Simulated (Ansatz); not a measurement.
A periodic structure is given below.

```yaml
crystal:
  lattice:
    - [3.94834, 0.00000, 0.00000]
    - [0.00000, 3.94834, 0.00000]
    - [0.00000, 0.00000, 13.34503]
  atoms:
    - { symbol: Ti, position: [0.00000, 0.00000, 0.22188] }
    - { symbol: Ti, position: [0.00000, 0.00000, 0.51775] }
    - { symbol: Ti, position: [0.00000, 0.00000, 0.81362] }
    - { symbol: Al, position: [0.50000, 0.00000, 0.07395] }
    - { symbol: Al, position: [0.50000, 0.00000, 0.36982] }
    - { symbol: Al, position: [0.50000, 0.00000, 0.66568] }
    - { symbol: Al, position: [0.00000, 0.50000, 0.07395] }
    - { symbol: Al, position: [0.00000, 0.50000, 0.36982] }
    - { symbol: Al, position: [0.00000, 0.50000, 0.66568] }
    - { symbol: Al, position: [0.50000, 0.50000, 0.81362] }
    - { symbol: Al, position: [0.50000, 0.50000, 0.22188] }
    - { symbol: Al, position: [0.50000, 0.50000, 0.51775] }
```

**Before looking at a picture, describe the arrangement of atoms.**

The material is TiAl3. Its lattice is primitive tetragonal, its space group P4mm (No. 99). In the cell are 3 Ti, 9 Al, which makes 3 formula units. Ti takes three kinds of site: 1a with twelve Al in a cuboctahedral arrangement at 2.79 Å; 1a with twelve Al in a cuboctahedral arrangement at 2.79 Å; 1a with eight Al at 2.79 Å. With all contacts inside bonding distance counted, the coordination numbers are Al 8 to 12 (mean 10.7). The bonds build TiAl3 layers parallel to (001).

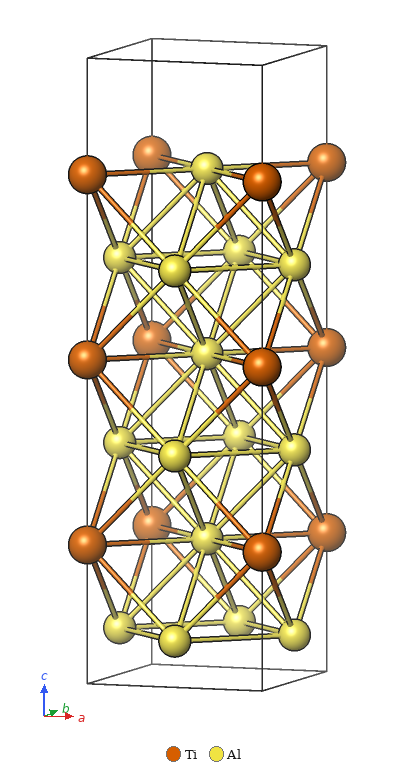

We look at a ball-and-stick model of the crystal slightly off an axis. The parallelepiped is the conventional unit cell.

Origin of the cell: a structure listed in the Materials Project. The cell was then strained or its atoms displaced on purpose. Ansatz was used for an electronic-structure calculation on it.

At this level of theory the run's own cell isn't at rest (forces up to 0.9 eV/Å), so its distances can differ from those at equilibrium, the more so the softer the solid.
